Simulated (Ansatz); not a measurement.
# Calculations on Si47C48H

## 1. Relaxation

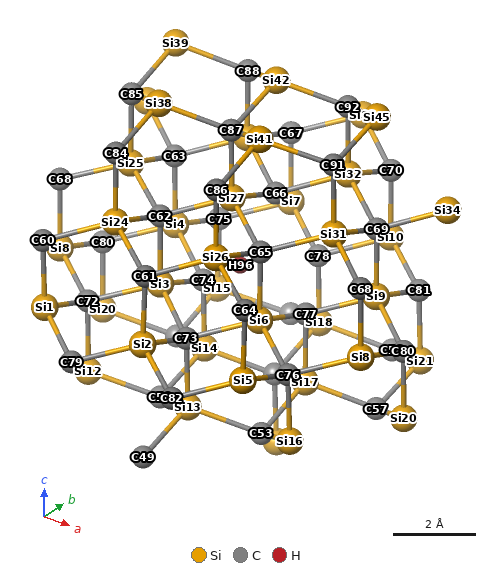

This is the input geometry for a relaxation of a defect cell of composition Si$_{47}$C$_{48}$H (cell charge −1). Style: ball-and-stick. Shown: the atoms within 5.8 Å of the atom that moves most (axes of the cell of the calculation (origin shifted)), from a free direction.

All numbers below come from DFT, PBEsol, PAW, plane waves in Ansatz 0.2.0.

(plane-wave cutoff 420 eV; k-point mesh 1 × 1 × 1; mesh shifted by (0.25, 0.25, 0.25); collinear spin; atoms relaxed in a fixed cell; force threshold 0.03 eV/Å; at most 80 steps)

```xyz
96
Lattice="9.2342 0.0000 0.0000 0.0000 10.6627 0.0000 0.0000 0.0000 10.0759" Properties=species:S:1:pos:R:3 pbc="T T T"
Si    0.0088    0.0272    5.0292
Si    3.0604   10.6269    5.0285
Si    1.5376    2.6912    5.0258
Si    0.0039    5.3227    5.0278
Si    6.1155   10.6546    5.0254
Si    4.5691    2.7061    5.0061
Si    1.5206    8.0021    5.0073
Si    7.6996    2.6793    5.0223
Si    6.1392    5.3642    5.0293
Si    4.6114    7.9633    5.0528
Si    7.7037    8.0363    5.0511
Si    0.0183    1.7783    2.4887
Si    3.0912    1.7608    2.5200
Si    1.5754    4.4309    2.4935
Si    9.2111    7.0596    2.4895
Si    6.1766    1.8154    2.5563
Si    4.6321    4.4793    2.5384
Si    3.0677    7.1113    2.5265
Si    1.5314    9.7576    2.4806
Si    7.6885    4.4324    2.5495
Si    6.2091    7.0617    2.5213
Si    4.6261    9.7918    2.5072
Si    7.6992    9.8102    2.4966
Si    1.5250    0.8828    7.5422
Si    9.2076    3.5489    7.5074
Si    4.6140    0.8800    7.5670
Si    3.0975    3.5302    7.5823
Si    1.5380    6.2052    7.5819
Si    0.0188    8.8756    7.5684
Si    7.6836    0.8669    7.5398
Si    6.1937    3.5753    7.5723
Si    4.6301    6.2209    7.5740
Si    3.0622    8.8826    7.5418
Si    7.6782    6.2298    7.5644
Si    6.1527    8.8628    7.5380
Si    9.2067   10.6268   10.0567
Si    3.1138   10.6560    0.0060
Si    1.5221    2.6518   10.0710
Si    9.2205    5.3552   10.0728
Si    6.1658    0.0204    0.0101
Si    4.5941    2.6794   10.0690
Si    3.0765    5.3636   10.0478
Si    1.5446    7.9754   10.0707
Si    7.7135    2.6825    0.0044
Si    6.1915    5.3296   10.0671
Si    4.6331    7.9831    0.0091
Si    7.6727    8.0145    0.0284
C     9.2157   10.6537    1.8804
C     3.0711   10.6344    1.8898
C     1.5605    2.6567    1.8930
C     0.0052    5.3645    1.9006
C     6.1623    0.0177    1.8671
C     4.6605    2.6594    1.8984
C     3.0369    5.3315    1.8571
C     1.5257    7.9808    1.8830
C     7.6632    2.6825    1.8705
C     6.1395    5.3607    1.9058
C     4.6225    8.0026    1.8847
C     7.7423    7.9750    1.9034
C     9.2203   10.6405    6.9050
C     3.0996    0.0218    6.9133
C     1.5452    2.6728    6.9325
C     0.0014    5.2941    6.9511
C     6.1638    0.0191    6.9806
C     4.6172    2.6869    6.9322
C     3.0710    5.3349    6.9096
C     1.5101    8.0204    6.9078
C     7.7090    2.6628    6.9473
C     6.1744    5.3448    6.9292
C     4.6363    7.9515    6.9199
C     7.7272    7.9880    6.9160
C     9.2286    1.7841    4.4359
C     3.0509    1.7465    4.4158
C     1.5456    4.4157    4.3805
C     0.0061    7.1042    4.4130
C     6.1503    1.7714    4.4169
C     4.6488    4.4746    4.4364
C     3.0471    7.0932    4.3900
C     1.4962    9.8091    4.3831
C     7.6950    4.4154    4.4250
C     6.1251    7.1102    4.4333
C     4.5958    9.7783    4.4026
C     7.7273    9.7411    4.4258
C     1.5291    0.9010    9.4508
C     0.0196    3.5283    9.4605
C     4.6211    0.8969    9.4447
C     3.0509    3.5650    9.4285
C     1.5521    6.2218    9.4387
C     9.2078    8.8925    9.4437
C     7.6944    0.8804    9.4608
C     6.1916    3.5619    9.5007
C     4.6163    6.2259    9.4467
C     3.0792    8.8703    9.4312
C     7.7078    6.2313    9.4192
C     6.1347    8.8715    9.4505
H     3.0981    3.8632    5.5539
```

Question: Where does the relaxation end?

Answer: The energy falls by 5.499 eV per cell of the calculation in 10 geometry steps. The largest force component goes from 2.5 to 0.017 eV/Å. H96 moves most: 1.49 Å along [0 3 1]. Largest moves by element: H 1.49 Å, C 0.17 Å, Si 0.06 Å. The cell stays as it was. Some distances before and after: Si6–H96 1.950 → 3.178 Å, C66–H96 2.001 → 1.110 Å, Si15–C51 1.795 → 1.883 Å, Si10–C78 1.909 → 1.830 Å. New bonds form: C66–H96 (2.00 → 1.11 Å). Among the angles between lasting bonds that change: C78–Si7–C79 111.1° → 104.8°, Si6–C77–Si17 108.0° → 113.7°, Si3–C74–Si4 108.9° → 114.1°. The program noted that the starting moments weren't kept.

The end point in the same view:

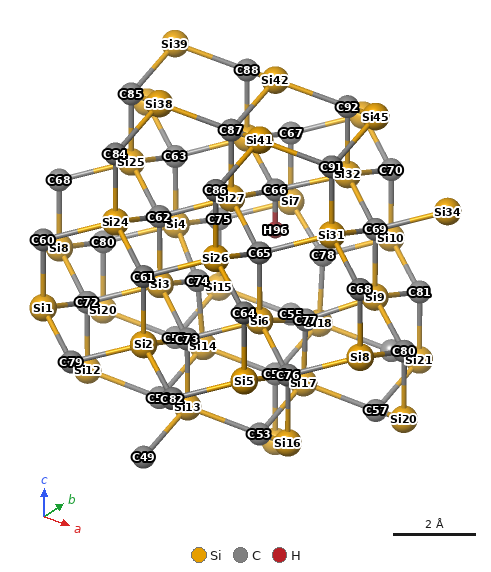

Limits of the set-up: the cell is charged, on a uniform background, and energies carry no finite-size correction.

## 2. Relaxation

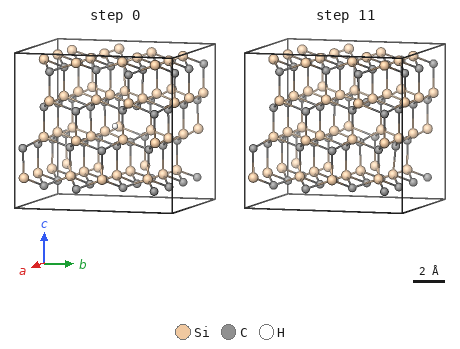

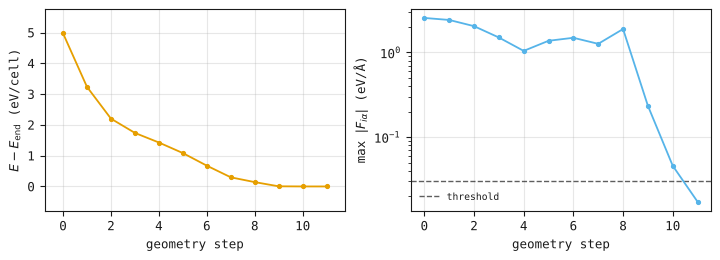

First and last geometry of a relaxation of a defect cell of composition Si$_{47}$C$_{48}$H, with the history of the run. The picture is a ball-and-stick view of the cell of the calculation (origin shifted), seen slightly off an axis.

Level of theory: Ansatz, DFT, PBEsol, PAW, plane waves. Settings: plane-wave cutoff 420 eV; k-point mesh 1 × 1 × 1; mesh shifted by (0.25, 0.25, 0.25); collinear spin; atoms relaxed in a fixed cell; force threshold 0.03 eV/Å; at most 80 steps.

### Did the run converge, and what did it change?

It converged. The largest move is that of the H atom, 1.47 Å along [2 3 −2]. By element the largest moves are H 1.47 Å, C 0.23 Å, Si 0.08 Å. The lattice vectors keep their values. Some distances before and after: C–H 2.007 → 1.121 Å, H–Si 1.950 → 2.459 Å, C–Si 1.795 → 1.884 Å, C–Si 1.926 → 1.841 Å. New bonds form: C–H (2.01 → 1.12 Å). Among the angles between lasting bonds that change: C–Si–C 111.1° → 102.6°, Si–C–Si 107.5° → 115.0°, C–Si–C 110.0° → 103.1°. After 11 geometry steps the energy has fallen by 4.976 eV per cell of the calculation. Largest force component: 2.6 eV/Å at the start, 0.017 eV/Å at the end.

## 3. Defect

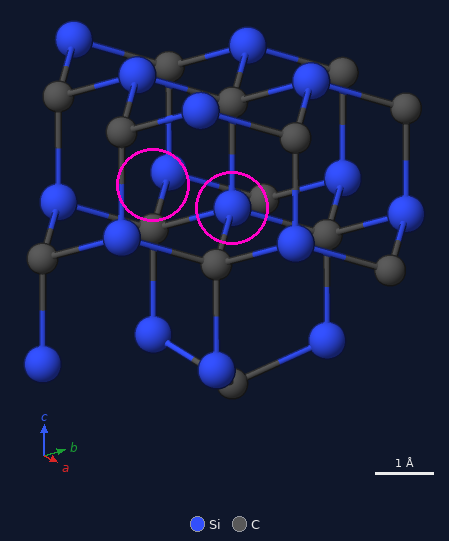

Perfect SiC. A ball-and-stick model of the atoms within 4.1 Å of one point, seen slightly off an axis.

These are results of Ansatz, DFT, PBEsol, PAW, plane waves, not measurements. (plane-wave cutoff 420 eV; k-point mesh 1 × 1 × 1; mesh shifted by (0.25, 0.25, 0.25); collinear spin) Fermi-Dirac smearing of 0.01 eV. The axes drawn are those of the host's conventional cell.

A silicon atom is taken out (a vacancy) and an extra hydrogen atom is put between the host's atoms (an interstitial), the two sites 1.6 Å apart at the ringed places, in charge state 0. The supercell has 96 sites, and the atoms are relaxed at the host's cell.

How do the neighbours respond?

Around the empty Si site the host had 4 C at 1.88 to 1.89 Å; after relaxation the nearest atoms are 1 H at 0.81 Å. The H atom starts with 1 Si at 1.58 Å around its place and ends with 1 C at 1.12 Å. Of the host's atoms, a carbon atom moves furthest from its site, by 0.21 Å. The H atom itself moves 1.48 Å from where it was put. The cell's net moment is 3.00 μB.

The relaxed defect, seen from the same direction:

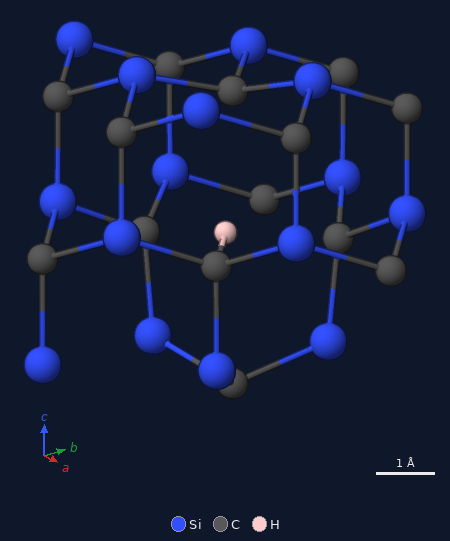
